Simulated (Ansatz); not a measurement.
System: Al, space group Fm-3m (No. 225) (one of a set of cubic test structures, which need not be the stable phase).

Method: equation of state of a cubic crystal from periodic Kohn-Sham density functional theory without spin, third-order Birch-Murnaghan fit to the free energies; pressure corrected for the finite basis (Ansatz 0.2.0 development build). Level: HSE06.

- structure type: fcc
- atoms in cell: 1
- space group number: 225
- lattice centring: face-centred primitive
- k mesh: 6×6×6
- occupation method: Fermi–Dirac
- occupation width: 0.1 eV
- wave cutoff: 700 eV
- datasets: hard PAW
- density tolerance: 0 eV
- bands: 10
- density cutoff ratio: 4
- search for lower states: default
- exchange singularity: regularized

Predict the energy above the lowest point against volume. The volume takes the values 15.17, 15.66, 16.16, 16.65, 17.14 Å³/atom.

A third-order Birch–Murnaghan fit gives V0 = 16.40 Å³/atom, B0 = 80.8 GPa and B′ = 4.4. The energy above the lowest point is 26.1 meV/atom at volume 15.17 Å³/atom and 6.9 meV/atom at 17.14 Å³/atom; the lowest computed point is at volume 16.65 Å³/atom (0.0 meV/atom), and no other minimum shows among the points.

```json
{"volume (Å³/atom)": "15.17", "energy above the lowest point (meV/atom)": "26.1"}
{"volume (Å³/atom)": "15.66", "energy above the lowest point (meV/atom)": "8.2"}
{"volume (Å³/atom)": "16.16", "energy above the lowest point (meV/atom)": "0.0"}
{"volume (Å³/atom)": "16.65", "energy above the lowest point (meV/atom)": "0.0"}
{"volume (Å³/atom)": "17.14", "energy above the lowest point (meV/atom)": "6.9"}
```

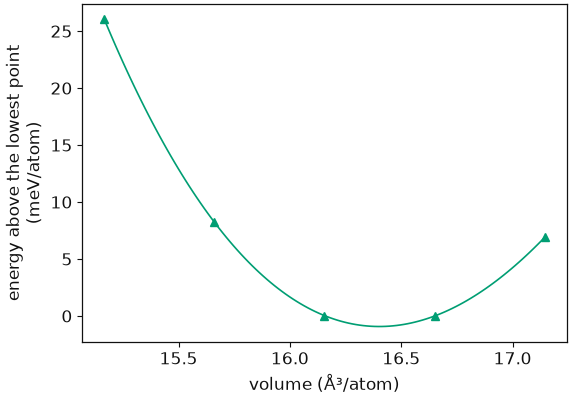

Caveats: coarse k-mesh, values are not converged in k; pseudopotentials made with PBE, not this functional.
